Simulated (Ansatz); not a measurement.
Run report: VSi2, geometry relaxation

The run: geometry relaxation of VSi2 (6 atoms in the cell). Method and program: DFT PBE, scalar-relativistic, plane waves, PAW, no spin polarisation (Ansatz 0.2.0).

The structure was made by swapping elements on the sites of another compound; it need not be a known phase. It belongs to a series of runs on one base structure; here: Ti -> V on all its sites, cell and atoms relaxed. Figures and captions count atoms from 1; the log counts them from 0 in places.

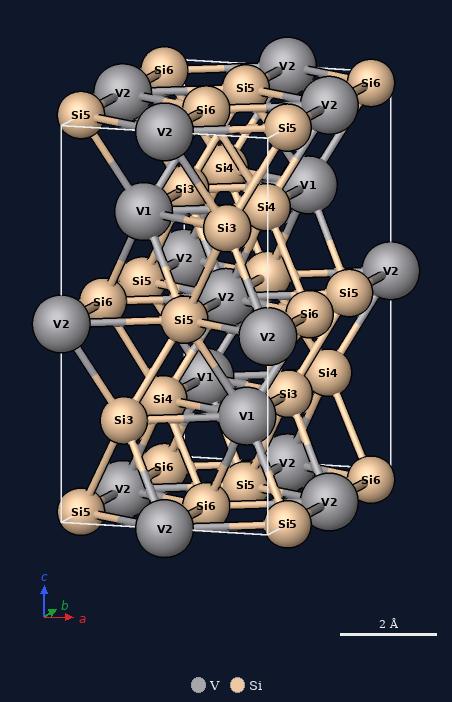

Figure 1. The structure as given in the input (ball-and-stick view of the cell 4 times as large as that of the calculation, set on its symmetry axes, seen slightly off an axis; atoms are numbered from 1 in the order of the input). An atom can appear more than once, as a periodic image.

### Summary

```csv
quantity,value
outcome,converged
space group (tolerance 0.01 Å),Fddd (70)
electrons treated,42
free energy,−8370.8248 eV
Fermi energy,14.173 eV
gap on the k-point mesh,none (metallic)
pressure,0.01 GPa
final volume,76.70 Å³
largest force (length of the vector) at the end,0.004 eV/Å
final cell,"a = 5.812 Å, b = 4.780 Å, c = 4.611 Å, α = 76.44°, β = 53.09°, γ = 50.47°"
hardware,"2 threads of AMD EPYC (Zen 3), 192 GiB of memory available, shared host"
wall time,25 s (CPU time 48 s)
peak memory,0.63 GiB
```

### Remarks

The run has no spin polarisation, so a magnetic state may lie lower.

### Input file
```yaml
crystal:
  lattice:
    - [0.0, 4.011963534, 4.2054087298]
    - [2.273122951, 0.0, 4.2054087298]
    - [2.273122951, 4.011963534, 0.0]
  atoms:
    - { symbol: V, position: [0.75, 0.75, 0.75] }
    - { symbol: V, position: [0.5, 0.5, 0.5] }
    - { symbol: Si, position: [0.0894538325, 0.4105461675, 0.0894538325] }
    - { symbol: Si, position: [0.4105461675, 0.0894538325, 0.4105461675] }
    - { symbol: Si, position: [0.1605461675, 0.8394538325, 0.1605461675] }
    - { symbol: Si, position: [0.8394538325, 0.1605461675, 0.8394538325] }
basis:
  ecutwfc: 420
kpoints:
  mp_grid: { grid: [10, 10, 10] }
hamiltonian:
  xc: pbe
scf:
  occupations: { method: gaussian, width: 0.1 }
output:
  forces: true
  stress: true
  eigenvalues: true
  write_density: true
  write_potential: true
  elf: true
  volumetric_format: npy
relax:
  adjacent_minimum: "off"
  f_tol: 0.01
  max_steps: 60
  cell: { stress_tol: 0.1 }
```

Launch command:
```bash
ansatz run input.yaml --threads 2 --pin off --max-ram 5120MiB --backend cpu --events-out ev --progress --plain --runs-dir out
```

### The program's output
```
Engine: ansatz 0.2.0, x86_64-unknown-linux-gnu
Pseudopotentials: kind: paw
Pseudopotential: V, paw, valence charge 13, recommended cutoff 420 eV (normal), V.paw.azcp
Pseudopotential: Si, paw, valence charge 4, recommended cutoff 420 eV (normal), Si.paw.azcp
Functional definition: PBE
  parameter kappa = 0.804
  parameter beta = 0.06672455060314922
  exchange = pbe_x(kappa = kappa, mu = beta*pi^2/3)
  correlation = pbe_c(beta = beta)
Crystal: 6 atoms, lattice volume = 76.704 Å³
Basis set: ecut = 420 eV, 1489 PW (Γ), exchange–correlation on 80×64×64 points (8 copies of the dense FFT grid, shifted against one another)
Bands: 27, of which v1, the nominal top of the filled ones, is band 21 counted from 1 (20 counted from 0)
Symmetry: 8 space group operations
Space group: Fddd (ITA 70), of the structure as read, at distance tolerance 4.2e-5 Å
k-points: 171 of 1000
Non-local potential: V, projectors of the file, l = 0: 3, l = 1: 2, l = 2: 3, l = 3: 1
Non-local potential: Si, projectors of the file, l = 0: 2, l = 1: 2, l = 2: 2
PAW form: soft (Blöchl's): semilocal exchange-correlation on the pseudo side does not see the compensation charge
PAW one-centre angular grid: V, 590 points (default); XC on 64 Gauss nodes
PAW one-centre angular grid: Si, 110 points (default); XC on 64 Gauss nodes
Initial density: superposition of atomic densities (neutral atoms: chi_scale 0, normalization atom), corrected by the library's trained network
Initial wavefunctions: pseudopotential atomic-orbital guess
Functional: x = pbe(κ = 0.804, μ = 0.2195149727645171), c = pbe(β = 0.06672455060314922)
SCF iter   1: F=—  HF=-8370.831399 eV  |F-HF|=—  |Δ(HF+E_count)|=         —  Δρ=9.33e-3  dr2=6.98e-2  ethr=1.77e-3  ⟨swp⟩=6.0  Hψ=20777  notcnv=0
preconditioner: auto → Kerker (q_TF=auto, 2.468 Å⁻¹)  [metal: Δε(μ)=0.004 eV  Ē_g=6.380 eV  σ=0.100 eV  W_gap=0.02  n_scr=16 (ndim 8)  ℏωp=21.6 eV  f_vac=0.000  D(μ)=3.12/eV (n_scr^D=16)]
SCF iter   2: F=—  HF=-8370.824696 eV  |F-HF|=—  |Δ(HF+E_count)|=   6.70e-3  Δρ=3.30e-3  dr2=5.06e-3  ethr=1.66e-4  ⟨swp⟩=2.0  Hψ=6736  notcnv=0  defer=94
SCF iter   3: F=—  HF=-8370.824691 eV  |F-HF|=—  |Δ(HF+E_count)|=   4.17e-6  Δρ=1.17e-3  dr2=4.56e-4  ethr=1.20e-5  ⟨swp⟩=2.0  Hψ=5214  notcnv=0  defer=94
SCF iter   4: F=—  HF=-8370.824805 eV  |F-HF|=—  |Δ(HF+E_count)|=   1.14e-4  Δρ=2.06e-4  dr2=2.64e-5  ethr=1.09e-6  ⟨swp⟩=2.0  Hψ=5569  notcnv=0  defer=94
SCF iter   5: F=—  HF=-8370.824807 eV  |F-HF|=—  |Δ(HF+E_count)|=   2.17e-6  Δρ=2.57e-5  dr2=2.13e-7  ethr=6.28e-8  ⟨swp⟩=2.0  Hψ=5381  notcnv=0  defer=94
SCF iter   6: F=-8370.824807 eV  HF=-8370.824808 eV  |F-HF|=3.73e-8  |Δ(HF+E_count)|=   1.02e-7  Δρ=1.03e-5  dr2=6.74e-8  ethr=2.38e-10  ⟨swp⟩=11.5  Hψ=29114  notcnv=0
SCF 1 converged in 6 iterations: F = -8370.824807 eV  dr2 = 6.74e-8
  greatest PAW one-centre occupation: 0.999 electrons in one spin orbital (limit 2), on the V atom at site 1 (counted from 0), in its partial waves of l = 0
relax step   1: F+E_penalty+E_count = -8370.82480749 eV  Δ(F+E_penalty+E_count) = +0.000e0 eV  max|allowed force component| = 3.628e-3 eV/Å  Δτ_max = 0.0000 Å  P = +0.015 GPa  Ω = 76.704 Å³  (6 SCF iters, dr2 threshold 1.00e-7 eV, accepted)
Initial density: handed on by an earlier stage of this run
Initial wavefunctions: pseudopotential atomic-orbital guess (no wavefunctions were taken with the density)
iter 1 solved again at ethr=4.12e-7 eV; its pass at ethr=3.10e-3 eV (dr2=1.73e-4 eV) is discarded
SCF iter   1: F=—  HF=-8370.824806 eV  |F-HF|=—  |Δ(HF+E_count)|=         —  Δρ=1.02e-5  dr2=6.57e-8  ethr=4.12e-7  ⟨swp⟩=3.0  Hψ=31857  notcnv=0
eigensolver tolerance schedule: the retry pair's looser diagonalisation over-reported the residual by 2637.41 of it (diagonalisation noise at 0.54 of the residual, at the tolerance the schedule requests for it); recorded, not acted on — ethr = c·dr2/N_el stays at c = 1.0e-1
preconditioner: auto → Kerker (q_TF=auto, 2.468 Å⁻¹)  [metal: Δε(μ)=0.012 eV  Ē_g=6.426 eV  σ=0.100 eV  W_gap=0.07  n_scr=16 (ndim 8)  ℏωp=21.6 eV  f_vac=0.000  D(μ)=3.07/eV (n_scr^D=16)]
SCF iter   2: F=—  HF=-8370.824808 eV  |F-HF|=—  |Δ(HF+E_count)|=   1.64e-6  Δρ=4.52e-6  dr2=1.10e-8  ethr=1.56e-10  ⟨swp⟩=2.3  Hψ=7209  notcnv=0
SCF iter   3: F=—  HF=-8370.824808 eV  |F-HF|=—  |Δ(HF+E_count)|=  3.44e-10  Δρ=1.17e-6  dr2=6.43e-10  ethr=2.62e-11  ⟨swp⟩=1.4  Hψ=4746  notcnv=0
iter 4 did not close the SCF: its close was put off for the readings that it lacked (scf_convergence_deferred on its scf_iter line)
SCF iter   4: F=-8370.824808 eV  HF=-8370.824808 eV  |F-HF|=5.09e-11  |Δ(HF+E_count)|=  1.20e-10  Δρ=3.22e-7  dr2=8.09e-11  ethr=1.53e-12  ⟨swp⟩=2.0  Hψ=5535  notcnv=0
iter 5 did not close the SCF: its close was put off for the readings that it lacked (scf_convergence_deferred on its scf_iter line)
SCF iter   5: F=-8370.824808 eV  HF=-8370.824808 eV  |F-HF|=1.82e-12  |Δ(HF+E_count)|=  3.64e-12  Δρ=4.90e-8  dr2=8.38e-13  ethr=1.00e-12  ⟨swp⟩=1.0  Hψ=4617  notcnv=0
SCF iter   6: F=-8370.824808 eV  HF=-8370.824808 eV  |F-HF|=1.82e-12  |Δ(HF+E_count)|=  1.82e-12  Δρ=1.30e-8  dr2=1.37e-13  ethr=1.00e-12  ⟨swp⟩=3.1  Hψ=16056  notcnv=0
SCF 2 converged in 6 iterations: F = -8370.824808 eV  dr2 = 1.37e-13
relax step   2: F+E_penalty+E_count = -8370.82480752 eV  Δ(F+E_penalty+E_count) = -3.557e-8 eV  max|allowed force component| = 3.593e-3 eV/Å  Δτ_max = 0.0000 Å  P = +0.015 GPa  Ω = 76.704 Å³  stress off target by 5.96e-2 GPa  SCF on the basis re-selected at this cell (its energy is not comparable with the rows above)  (6 SCF iters)
```

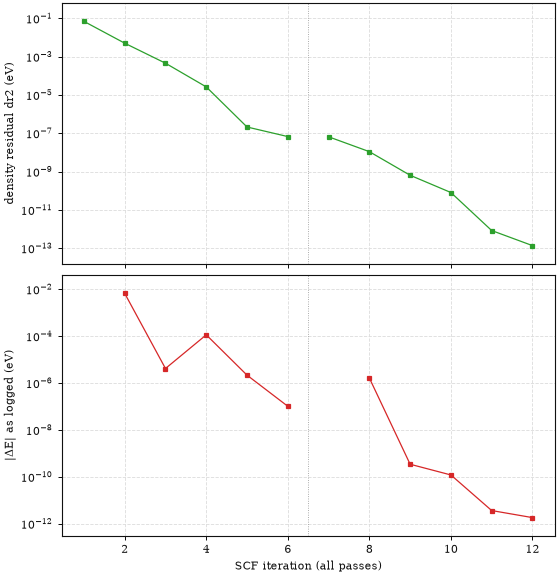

Figure 2. Convergence of the self-consistent field: density residual dr2 and size of the energy change against the SCF iteration. The dotted lines part the SCF passes of the relaxation: geometry steps, rejected trials and re-solves on a re-selected basis. The passes take 6 and 6 iterations.

```
basis re-selected at this cell: Δ(F+E_penalty+E_count) = -3.557e-8 eV, ΔP = -0.000 GPa vs the last step (what re-selecting the basis moved, of the pressure what is left beyond the Pulay correction that the steps carried, after the strain that the cell walked since its last selection, with what the two solves' SCF thresholds leave and, on support functions, any second-order correction that the steps lacked; it is no measure of the basis error at this ecutwfc). This SCF's stress stands 5.96e-2 GPa from its target on what of the cell is left free (relax.cell.stress_tol is 1.00e-1 GPa) and its largest allowed force component is 3.59e-3 eV/Å (relax.f_tol is 1.00e-2 eV/Å): within both
SCF converged after 6 iterations
Free energy (F): -8370.824808 eV
Harris-Foulkes:  -8370.824808 eV  (|F-HF|=1.82e-12)
Internal energy: -8370.809483 eV  (E = F + TS)
E sigma→0 (E₀):  -8370.817145 eV
Entropy (-TS):   -0.015325 eV (-2.554 meV/atom)
Fermi energy:    14.172865 eV
--- Per-component energies (eV) ---
  E_band       = -237.565131
  E_kinetic    = 850.927047
  E_local      = -2561.710199  (includes V_loc(G=0)·N_el)
  E_nonlocal   = 9.348120
  E_hartree    = 1200.429079
  E_xc         = -490.026878
  E_vxc        = -529.162983  (∫ρ·V_xc dr)
  E_paw        = -4277.648279  (= ΣΔE_a)
  E_vpaw       = -407.825816  (= ΣTr[D̂ρ^β])
  E_aug_tail   = 0.000566  (compensation charges beyond the density's cutoff)
  E_ewald      = -3102.128938
  E_smearing   = -0.015325  (= −TS)
  E_closure    = -0.000000  (closes the sum)
  Σ components = -8370.824808   (vs F -8370.824808, Δ=0.00e0)
--- Forces (eV/Å), atoms counted from 1 ---
  atom   1  V      0.00000000     0.00000000     0.00000000
  atom   2  V      0.00000000    -0.00000000    -0.00000000
  atom   3  Si     0.00000000    -0.00359319    -0.00000000
  atom   4  Si     0.00000000     0.00359319    -0.00000000
  atom   5  Si     0.00000000     0.00359319     0.00000000
  atom   6  Si     0.00000000    -0.00359319     0.00000000
  max |Σ_I F_I| component: 1.39e-17 eV/Å
--- Stress (GPa, compression-positive) ---
       -0.013548      -0.000000       0.000000
       -0.000000       0.059608       0.000000
        0.000000       0.000000      -0.001256
  P = ⅓ Tr σ = 0.0149 GPa (0.149 kbar)
--- Band table (eV; the first three rows and the last of 171) ---
  k-point 0: bands = ["-49.8349", "-49.8151", "-23.8123", "-23.7922", "-23.7175", "-23.7093", "-23.6532", "-23.6429", "0.5202", "6.7446", "7.9291", "8.1846", "8.3010", "9.7182", "10.2479", "10.8138", "11.0933", "11.6598", "11.8542", "12.1257", "12.3029", "15.0158", "16.4352", "16.6640", "16.6907", "16.7461", "16.8830"]
  k-point 1: bands = ["-49.8345", "-49.8154", "-23.8116", "-23.7918", "-23.7192", "-23.7102", "-23.6524", "-23.6433", "0.6334", "6.5859", "7.4045", "8.0140", "8.7145", "9.8460", "10.0831", "10.8578", "11.2271", "11.5647", "12.1139", "12.1611", "12.2871", "14.9391", "16.3172", "16.3843", "16.4881", "16.6971", "16.8697"]
  k-point 2: bands = ["-49.8334", "-49.8164", "-23.8104", "-23.7897", "-23.7259", "-23.7103", "-23.6505", "-23.6441", "0.9671", "6.2157", "6.5425", "7.9906", "8.6995", "9.5893", "10.4963", "10.5681", "11.6627", "11.8121", "12.1934", "12.3572", "12.6522", "14.7215", "15.9826", "16.0767", "16.2518", "16.3175", "16.9565"]
  k-point 170: bands = ["-49.8249", "-49.8249", "-23.7675", "-23.7675", "-23.7588", "-23.7588", "-23.6404", "-23.6404", "2.5050", "2.5050", "8.5148", "8.5148", "8.9930", "8.9930", "10.4361", "10.4361", "11.9755", "11.9755", "12.4029", "12.4029", "13.8600", "13.8600", "16.4939", "16.4939", "16.5017", "16.5017", "17.0850"]
--- Relaxed structure (1 steps of the walk, 1 accepted, 1 SCFs on fresh bases) ---
  F+E_penalty+E_count = -8370.82480752 eV   max|allowed force component| = 3.593e-3 eV/Å   (the final SCF, on the basis selected at the relaxed cell)
  cell:  # Å, volume = 76.7040 Å³
    - [0.0, 4.011963534, 4.2054087298]
    - [2.273122951, 0.0, 4.2054087298]
    - [2.273122951, 4.011963534, 0.0]
  atoms:
    - { symbol: V, position: [0.75, 0.75, 0.75] }
    - { symbol: V, position: [0.49999999999999994, 0.5, 0.5] }
    - { symbol: Si, position: [0.0894538325, 0.4105461675, 0.0894538325] }
    - { symbol: Si, position: [0.41054616749999995, 0.08945383250000005, 0.41054616749999995] }
    - { symbol: Si, position: [0.16054616749999995, 0.8394538325, 0.16054616749999995] }
    - { symbol: Si, position: [0.8394538324999999, 0.16054616750000006, 0.8394538324999998] }
```

### Trajectory as extended XYZ (Å, eV, eV/Å), 2 frames, from step=1 to step=2
```
6
Lattice="0.0000 4.0120 4.2054 2.2731 0.0000 4.2054 2.2731 4.0120 0.0000" Properties=species:S:1:pos:R:3:forces:R:3 step=1 energy=-8370.82481 pressure_GPa=0.02
V     3.4097    6.0179    6.3081    0.0000   0.0000   0.0000
V     2.2731    4.0120    4.2054    0.0000   0.0000   0.0000
Si    1.1366    0.7178    2.1027    0.0000  -0.0036   0.0000
Si    1.1366    3.2942    2.1027    0.0000   0.0036   0.0000
Si    2.2731    1.2882    4.2054    0.0000   0.0036   0.0000
Si    2.2731    6.7357    4.2054    0.0000  -0.0036   0.0000
6
Lattice="0.0000 4.0120 4.2054 2.2731 0.0000 4.2054 2.2731 4.0120 0.0000" Properties=species:S:1:pos:R:3:forces:R:3 step=2 energy=-8370.82481 pressure_GPa=0.01
V     3.4097    6.0179    6.3081    0.0000   0.0000   0.0000
V     2.2731    4.0120    4.2054    0.0000   0.0000   0.0000
Si    1.1366    0.7178    2.1027    0.0000  -0.0036   0.0000
Si    1.1366    3.2942    2.1027    0.0000   0.0036   0.0000
Si    2.2731    1.2882    4.2054    0.0000   0.0036   0.0000
Si    2.2731    6.7357    4.2054    0.0000  -0.0036   0.0000
```

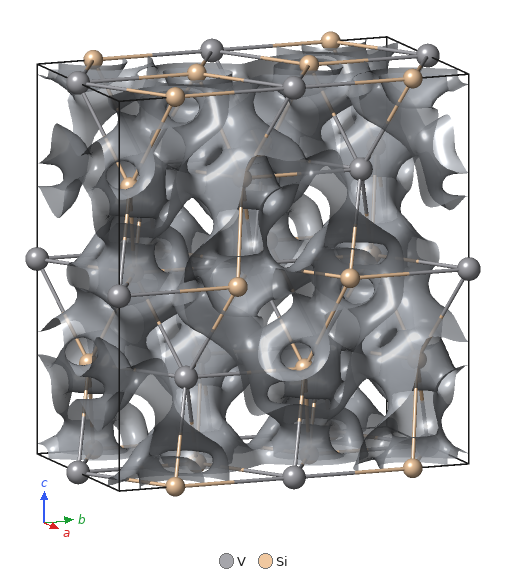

Figure 3. Isosurface of the electron localisation function at 0.55 (grey), seen slightly off an axis. Core shells and regions of very low density are left out. Sticks mark near contacts. The outline is the cell set on symmetry axes. Values along the shortest contacts: Si–Si (2.46 Å): the ELF peaks at about 0.75 between the atoms, which marks a shared electron pair. V–Si (2.50 Å): the ELF is about 0.40 at the midpoint. In a PAW calculation such maps are meaningful between the atoms, not at the nuclei.

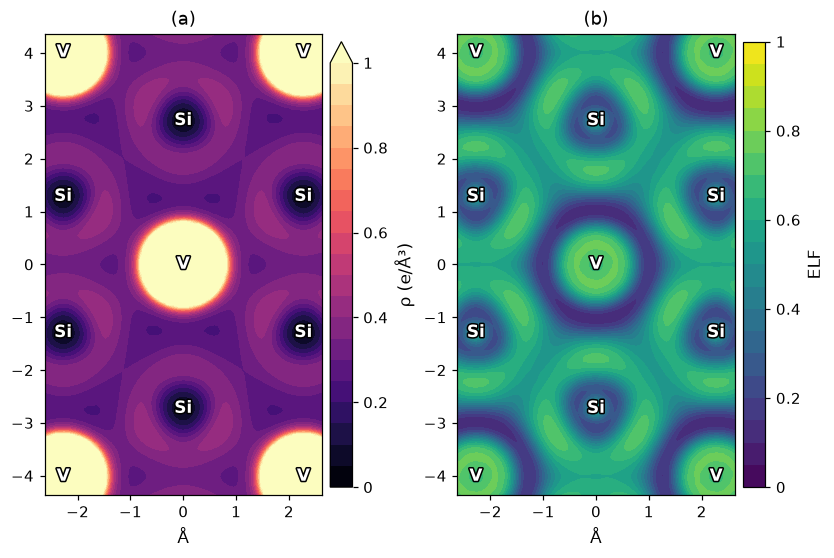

Figure 4. (a) valence charge density (pseudo); (b) electron localisation function on the (001) plane of the conventional cell. The section cuts through V and Si sites. V–Si (2.61 Å): the density is about 0.33 e/Å³ at the midpoint; the ELF is about 0.45 at the midpoint. V–Si (2.72 Å): the density is about 0.27 e/Å³ at the midpoint; the ELF is about 0.40 at the midpoint. Away from the nuclei the density in this plane falls to 0.25 e/Å³ at its lowest. The strong features right at V lie inside the PAW spheres (semicore, d or f shells) and say nothing about bonding.
